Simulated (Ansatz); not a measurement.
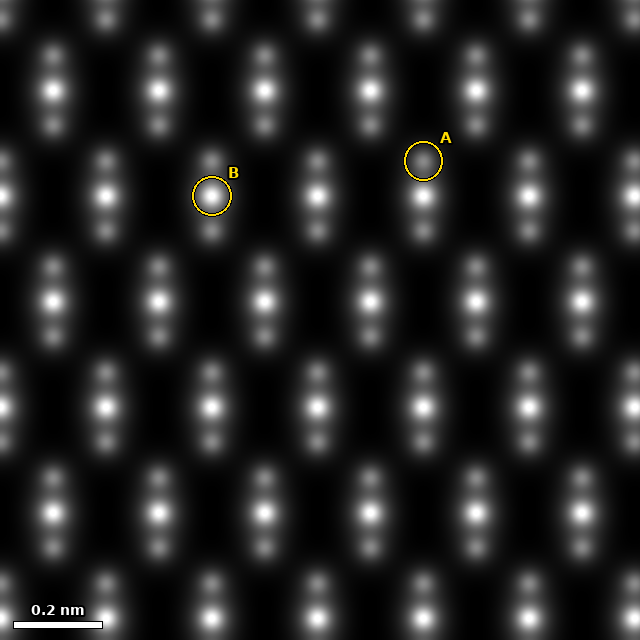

Map of the projected electrostatic potential of Mo (P6_3/mmc, No. 194) along [201]. Computed as the sum of neutral-atom potentials (tabulated electron scattering factors, B = 0.5 Å²) projected along the beam and smoothed by 0.25 Å; brighter is more positive. Atomic positions: the geometry given to an electronic-structure calculation, possibly off equilibrium; the starting structure was generated, so it need not be a known form of this composition.

Space group P6_3/mmc (No. 194). a = 2.785 Å, b = 2.785 Å, c = 9.715 Å, α = 90.00°, β = 90.00°, γ = 120.00°
```json
{"atom": "Mo", "site": "2a", "symmetry": "-3m.", "x": "0.0000", "y": "0.0000", "z": "0.0000"}
{"atom": "Mo", "site": "2c", "symmetry": "-6m2", "x": "0.3333", "y": "0.6667", "z": "0.2500"}
```

Q: Which atoms make up the marked columns?

A: Mo (1 Mo per 11.20 Å along the beam; about 50 % of the brightest peak). B: Mo (2 Mo per 11.20 Å along the beam; the brightest kind). Brightness is counted from the darkest point of the image.
